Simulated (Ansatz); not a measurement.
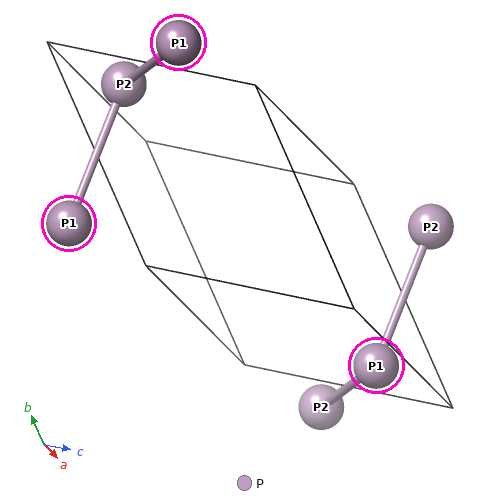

The system is P (Imma, No. 74; 2 atoms in the cell); the picture shows the reference structure. Atom P1 is moved over a plane while all other atoms and the cell stay fixed (its periodic images move with it) (x along [1 0 0], y along [0 1 0], z along [0 0 1] of the conventional cell). Coordinates scanned: (1) shift of P1 along the Cartesian direction [1 1 0]; (2) shift of P1 along z. The grid has 5 × 5 points; 14 points were computed and 9 follow by symmetry. At 2 points there is no value. Points are written as (first, second). Energies: eV per cell, counted from the lowest grid point. The reference cell is the one listed in the database, not relaxed at this level. Theory: Ansatz 0.2.0, DFT PBEsol, scalar-relativistic, plane waves, PAW. Settings: cutoff 420 eV, k-mesh 18×18×18, gaussian smearing 0.15 eV, no spin polarisation.

Its coordinates:

```yaml
crystal:
  lattice:
    - [-1.69151, 2.51517, 1.85894]
    - [1.69151, -2.51517, 1.85894]
    - [1.69151, 2.51517, -1.85894]
  atoms:
    - { symbol: P, position: [0.80331, 0.05331, 0.75000] }
    - { symbol: P, position: [0.19669, 0.94669, 0.25000] }
```

Range: shift of P1 along the Cartesian direction [1 1 0] from −0.30 to 0.30 Å; shift of P1 along z from −0.30 to 0.30 Å.

What will the energy surface look like?

The lowest grid point is at (0.00 Å, 0.00 Å). It is the only kind of minimum in the scanned range. The highest grid point, (−0.30 Å, 0.30 Å), lies 1.08 eV above the lowest. Near the minimum the curvatures are about 3.3 and 8.2 eV/Å² along the soft and the stiff direction.

```csv
"second ↓, first →",−0.30,−0.15,0.00,0.15,0.30
0.30,1.08,0.75,0.64,0.75,1.08
0.15,0.52,–,0.18,–,0.52
0.00,0.21,0.05,0.00,0.05,0.21
−0.15,0.10,0.04,0.03,0.04,0.10
−0.30,0.09,0.10,0.13,0.10,0.09
```

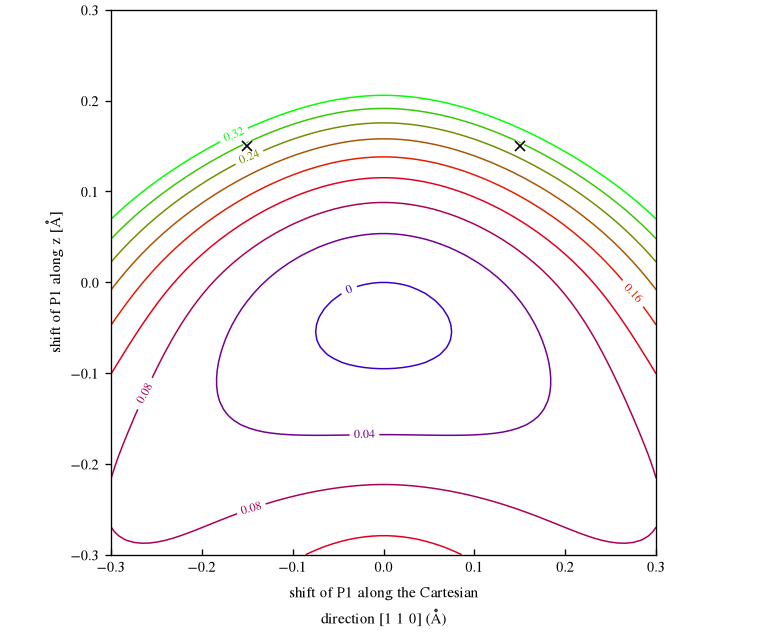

The picture shows contour lines labelled in eV (none above 0.32), crosses at grid points without a value. Between grid points the surface is interpolated.
